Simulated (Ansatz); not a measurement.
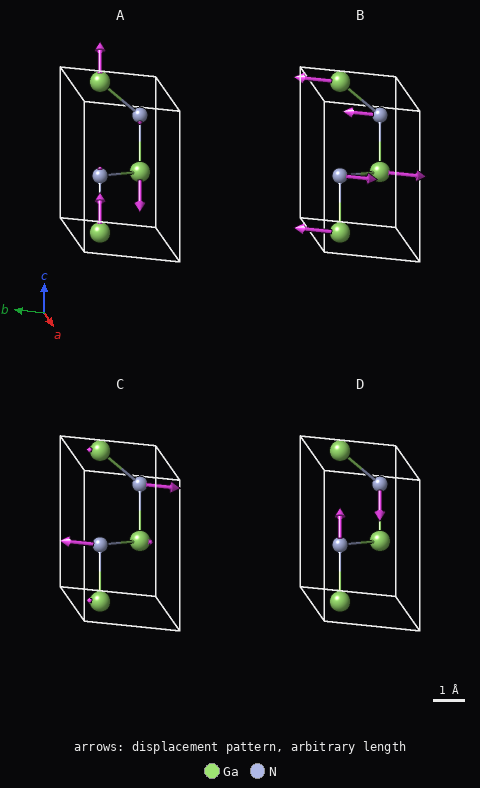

Four optical modes of solid GaN relaxed at 3 GPa at the zone centre, in no order (one member of each degenerate set). The pink arrows give the relative displacements of the atoms. Style: ball-and-stick. Shown: the cell of the calculation, from a free direction.

These are results of DFT PBE, scalar-relativistic, plane waves, PAW in Ansatz 0.2.0, not measurements. (plane-wave cutoff 420 eV; k-point mesh 12 × 12 × 6; occupations fixed; target pressure 3 GPa; no spin polarisation)

Frequencies are those without the non-analytic (LO–TO) term.

### Order them from the lowest to the highest frequency (imaginary ones first).

B (136 cm⁻¹), A (325 cm⁻¹), C (546 cm⁻¹), D (671 cm⁻¹). B, E₂: All motion is along b; atoms of one kind move against one another, with no net shift of any sublattice; it mainly bends the Ga–N bonds; the kinetic energy is shared as Ga 88 %, N 12 %. A, B₁: All motion is along c; atoms of one kind move against one another, with no net shift of any sublattice; it stretches the shortest Ga–N bonds (1.96 Å). C, E₂: All motion is along b; atoms of one kind move against one another, with no net shift of any sublattice; it stretches the shortest Ga–N bonds (1.96 Å); the kinetic energy is shared as N 88 %, Ga 12 %. D, B₁: The Ga atoms hardly move; all motion is along c; atoms of one kind move against one another, with no net shift of their sublattice; it stretches the shortest Ga–N bonds (1.96 Å).
